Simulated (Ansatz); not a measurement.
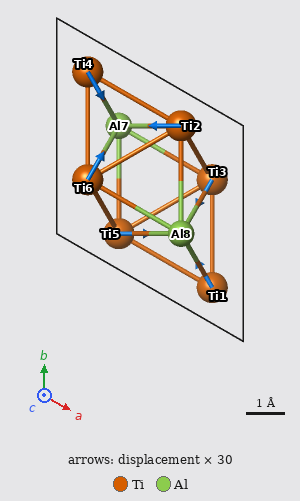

This is a relaxation of solid Ti₃Al (set up in P6_3/mmc). The starting structure is drawn; blue arrows show the displacements (the part carried along by the change of the cell is left out), 30 times their true length.

Style: ball-and-stick. Shown: the cell of the calculation, along the c axis.

Computed with DFT PBEsol, scalar-relativistic, plane waves, PAW in Ansatz.

Input file:
```yaml
crystal:
  lattice:
    - [5.7639998149, 0.0, 0.0]
    - [-2.8819999075, 4.9917702671, 0.0]
    - [0.0, 0.0, 4.664]
  atoms:
    - { symbol: Ti, position: [0.8333, 0.1667, 0.25] }
    - { symbol: Ti, position: [0.6666, 0.8333, 0.75] }
    - { symbol: Ti, position: [0.8333, 0.6666, 0.25] }
    - { symbol: Ti, position: [0.1667, 0.8333, 0.75] }
    - { symbol: Ti, position: [0.3334, 0.1667, 0.25] }
    - { symbol: Ti, position: [0.1667, 0.3334, 0.75] }
    - { symbol: Al, position: [0.3333333333, 0.6666666667, 0.25] }
    - { symbol: Al, position: [0.6666666667, 0.3333333333, 0.75] }
basis:
  ecutwfc: 420
kpoints:
  mp_grid: { grid: [6, 6, 8] }
hamiltonian:
  xc: pbesol
scf:
  occupations: { method: gaussian, width: 0.1 }
output:
  forces: true
  stress: true
  eigenvalues: true
  write_density: true
  write_potential: true
  elf: true
  volumetric_format: npy
relax:
  adjacent_minimum: "off"
  f_tol: 0.005
  max_steps: 80
  cell: { stress_tol: 0.05 }
```

Run as
```bash
ansatz run input.yaml --threads 2 --pin off --max-ram 5120MiB --backend cpu --events-out ev --progress --plain --runs-dir out
```

### What happened in the run?

After 3 accepted moves (5 points after the start) the energy has fallen by 12.5 meV per atom. Largest force component: 0.31 eV/Å at the start, 0.00014 eV/Å at the end. Pressure: −4.28 GPa at the start and 0.00 GPa at the end. The line search rejected the trial step at point 1 of the run. The SCF was repeated once at an unchanged geometry on a basis and grid sized afresh for the cell, which shifted the energy by 0.1 meV per atom at most. The largest moves relative to the cell, 0.029 Å, are those of Ti1, Ti2, Ti3, Ti4, Ti5 and Ti6. Ti6 goes along [1 2 0]. Al stays in place. The drawn cell changes as follows: a = b 5.764 → 5.688 Å (−1.3 %), c 4.664 → 4.608 Å (−1.2 %); the volume changes by −3.8 %. Near-neighbour distances that change, for instance: Ti1–Ti3 2.881 → 2.792 Å, Ti1–Al8 2.865 → 2.812 Å, Ti1–Al7 2.882 → 2.844 Å, Ti1–Ti2 2.865 → 2.846 Å. The space group stays P6_3/mmc (No. 194). The run took 110 s on 2 threads of Intel(R) Xeon(R) Processor @ 2.50GHz (Skylake/Cascade Lake), with other jobs on the host, peak memory 0.57 GiB.
